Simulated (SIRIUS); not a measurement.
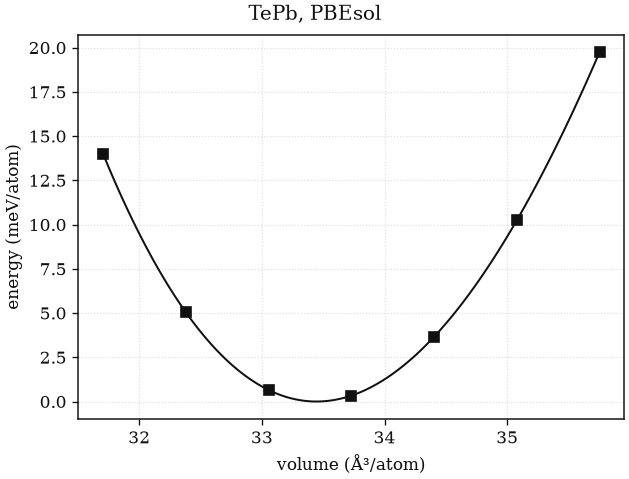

The plot gives the computed energy against volume for TePb, space group Fm-3m (No. 225).

The given structure:
```
CELL_PARAMETERS angstrom
0.00000 3.23100 3.23100
3.23100 0.00000 3.23100
3.23100 3.23100 0.00000
ATOMIC_POSITIONS crystal
Pb 0.00000 0.00000 0.00000
Te 0.50000 0.50000 0.50000
```

How it was computed, with SIRIUS 7.12.0: plane-wave DFT, no spin polarisation; energies at scaled volumes of the given cell, shape and fractions fixed, counted from the fit's minimum, third-order Birch-Murnaghan fit. Level: PBEsol.

- k mesh: 7×7×7
- occupations: Fermi–Dirac
- smearing width: 0.05 eV
- potentials: dojo sr pbesol 0.4.1 standard
- wave cutoff: 1102 eV
- density cutoff: 4408 eV

This calculation gives: equilibrium volume 33.45 Å³/atom and bulk modulus 44.9 GPa.

Now Te is replaced by S on all its sites, which gives PbS in the same structure. The second calculation uses wave cutoff 765.32 eV and k mesh 8×8×8. Predict the effect.

The equilibrium volume falls from 33.45 to 25.72 Å³/atom (−23 %) and the bulk modulus rises from 44.9 to 59.3 GPa (+32 %).

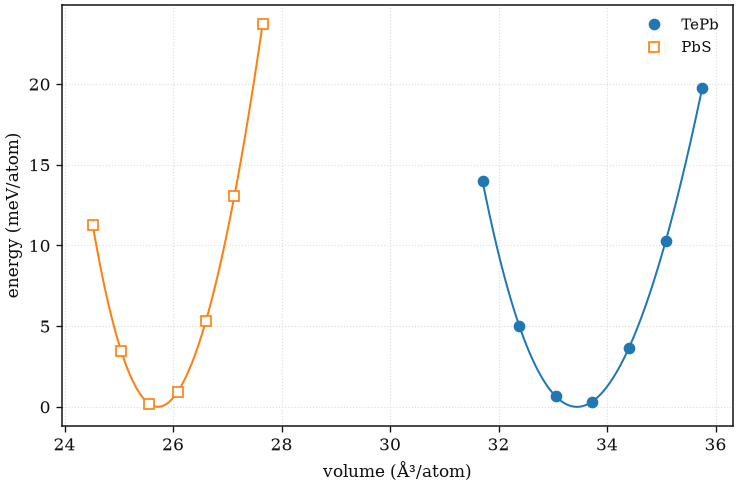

The two results together.

For both, limits of the calculation: spin-orbit coupling left out, heavy elements.

V0 and the bulk modulus come from third-order Birch–Murnaghan fits.
